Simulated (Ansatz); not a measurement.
**Energy of GaN along an even scaling of the cell**

System: GaN (Fm-3m, 2 atoms in the cell).
Method: Kohn-Sham DFT of a periodic cell, PBE, Ansatz PAW, no spin polarisation (Ansatz 0.2.0).

The 5 runs differ only in the geometry, by an even scaling of the cell at fixed fractional positions. The structure derives from a Materials Project entry.

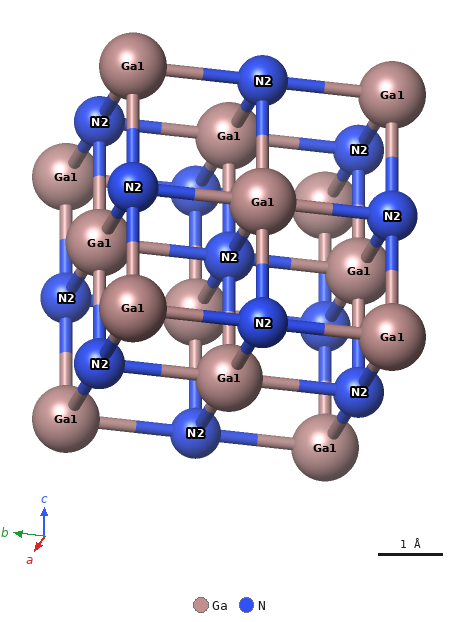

Figure 1. The structure of run 3 (ball-and-stick view of the cell 4 times as large as that of the calculation, set on its symmetry axes, seen at an oblique angle; atoms are numbered from 1 in the order of the input).

### Input of run 3
```yaml
crystal:
  lattice:
    - [0.0, 2.120904132, 2.120904132]
    - [2.120904132, 0.0, 2.120904132]
    - [2.120904132, 2.120904132, 0.0]
  atoms:
    - { symbol: Ga, position: [0.0, 0.0, 0.0] }
    - { symbol: "N", position: [0.5, 0.5, 0.5] }
hamiltonian:
  xc: pbe
  pseudopotentials: { kind: paw }
kpoints:
  mp_grid: { grid: [11, 11, 11] }
scf:
  occupations: { method: fermi_dirac, width: 0.05 }
output:
  forces: true
  stress: true
  eigenvalues: true
```

Command:
```bash
ansatz run input.yaml --threads 2 --pin off --max-ram 5120MiB --backend cpu --events-out ev --progress --plain --runs-dir out
```

Lattice vectors (Å) and fractional positions of run 3:
```
   0.000000    2.120904    2.120904
   2.120904    0.000000    2.120904
   2.120904    2.120904    0.000000
Ga  0.000000  0.000000  0.000000
N   0.500000  0.500000  0.500000
```

Run 4 differs from it as follows:
```diff
-    - [0.0, 2.120904132, 2.120904132]
-    - [2.120904132, 0.0, 2.120904132]
-    - [2.120904132, 2.120904132, 0.0]
+    - [0.0, 2.135235, 2.135235]
+    - [2.135235, 0.0, 2.135235]
+    - [2.135235, 2.135235, 0.0]
```

### Results, with one run withheld

```csv
run,volume per atom (Å³),"free energy per atom, from the lowest run given (meV)",pressure (GPa),gap on the mesh (eV)
1,9.151,22.12,14.52,0.94
2,9.346,7.85,9.00,0.81
3,9.540,0.00,4.07,0.68
4,9.735,?,?,?
5,10.124,7.93,−7.75,0.32
```

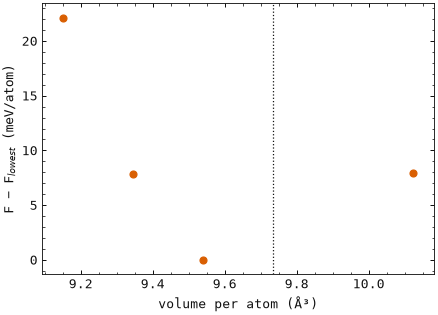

Figure 2. Free energy per atom of the runs given; the dotted line marks run 4.

Fit the runs given and predict run 4.

A quadratic polynomial in V^(−2/3) (the Birch–Murnaghan form), fitted to the 4 runs given, misses them by at most 0.04 meV per atom. With x = V^(−2/3) − 0.22249 Å⁻², it reads F = 0.27425 + 1768.9 x + 2.9949e+05 x² (meV per atom). At run 4 it gives −2.33 meV per atom, and the run itself gives −2.22. The slope of the fit gives a pressure −dF/dV of −0.29 GPa there, and the run prints −0.33 GPa. The fit has its minimum at 9.722 Å³ per atom, where V d²F/dV² gives 211 GPa: the bulk modulus at this level, since symmetry fixes the shape and the positions. The gap on the mesh goes, without turning, from 0.94 eV in run 1 to 0.32 eV in run 5; run 4 has 0.55 eV. These are gaps of this functional on this mesh, which can miss the band edges; they aren't the measured gap.

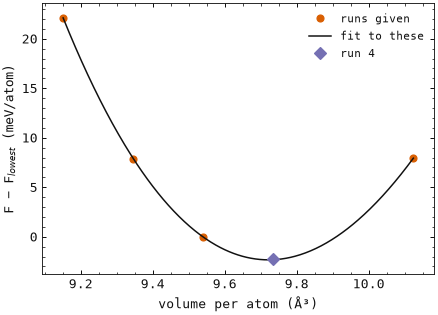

Figure 3. The fit and the withheld run.

### Output, shortened to warnings, some set-up lines, iterations and results (run 4)
```
Basis set: ecut = 420 eV, 339 PW (Γ), exchange–correlation on 48×48×48 points (8 copies of the dense FFT grid, shifted against one another)
Symmetry: 48 space group operations
k-points: 56 of 1331
Initial density: superposition of atomic densities (neutral atoms: chi_scale 0, normalization atom), corrected by the library's trained network
[...]
SCF iter   1: F=—  HF=-4166.962880 eV  |F-HF|=—  |Δ(HF+E_count)|=         —  Δρ=2.39e-3  dr2=3.85e-4  ethr=1.77e-3  ⟨swp⟩=4.3  Hψ=3681  notcnv=0
SCF iter   2: F=—  HF=-4166.962885 eV  |F-HF|=—  |Δ(HF+E_count)|=   5.23e-6  Δρ=1.19e-3  dr2=8.44e-5  ethr=2.14e-6  ⟨swp⟩=2.1  Hψ=1606  notcnv=0
SCF iter   3: F=—  HF=-4166.962940 eV  |F-HF|=—  |Δ(HF+E_count)|=   5.47e-5  Δρ=1.10e-4  dr2=8.95e-7  ethr=4.69e-7  ⟨swp⟩=2.1  Hψ=1227  notcnv=0
SCF iter   4: F=—  HF=-4166.962940 eV  |F-HF|=—  |Δ(HF+E_count)|=   2.28e-7  Δρ=3.91e-5  dr2=1.64e-7  ethr=4.97e-9  ⟨swp⟩=2.0  Hψ=1213  notcnv=0
SCF iter   5: F=-4166.962939 eV  HF=-4166.962939 eV  |F-HF|=2.13e-9  |Δ(HF+E_count)|=   1.59e-7  Δρ=1.01e-5  dr2=7.58e-9  ethr=9.12e-10  ⟨swp⟩=2.1  Hψ=1205  notcnv=0
SCF iter   6: F=-4166.962939 eV  HF=-4166.962939 eV  |F-HF|=1.07e-10  |Δ(HF+E_count)|=   3.73e-9  Δρ=1.11e-6  dr2=1.14e-10  ethr=4.21e-11  ⟨swp⟩=2.0  Hψ=2203  notcnv=0
SCF 1 converged in 6 iterations: F = -4166.962939 eV  dr2 = 1.14e-10
SCF converged after 6 iterations
Free energy (F): -4166.962939 eV
Harris-Foulkes:  -4166.962939 eV  (|F-HF|=1.07e-10)
Internal energy: -4166.962887 eV  (E = F + TS)
E sigma→0 (E₀):  -4166.962913 eV
Entropy (-TS):   -0.000053 eV (-0.026 meV/atom)
Fermi energy:    12.957988 eV
--- Per-component energies (eV) ---
  E_band       = 38.543441
  E_kinetic    = 246.875475
  E_local      = -1692.666784  (includes V_loc(G=0)·N_el)
  E_nonlocal   = 477.000410
  E_hartree    = 792.275428
  E_xc         = -128.121342
  E_vxc        = -133.480298  (∫ρ·V_xc dr)
  E_paw        = -2123.889026  (= ΣΔE_a)
  E_vpaw       = -443.736063  (= ΣTr[D̂ρ^β])
  E_aug_tail   = -0.000168  (compensation charges beyond the density's cutoff)
  E_ewald      = -1738.436881
  E_smearing   = -0.000053  (= −TS)
  E_closure    = -0.000000  (closes the sum)
  Σ components = -4166.962939   (vs F -4166.962939, Δ=0.00e0)
--- Forces (eV/Å), atoms counted from 1 ---
  atom   1  Ga    -0.00000000     0.00000000    -0.00000000
  atom   2  N      0.00000000    -0.00000000    -0.00000000
  max |Σ_I F_I| component: 1.20e-29 eV/Å
--- Stress (GPa, compression-positive) ---
       -0.333092      -0.000000       0.000000
        0.000000      -0.333092       0.000000
       -0.000000       0.000000      -0.333092
  P = ⅓ Tr σ = -0.3331 GPa (-3.331 kbar)
```
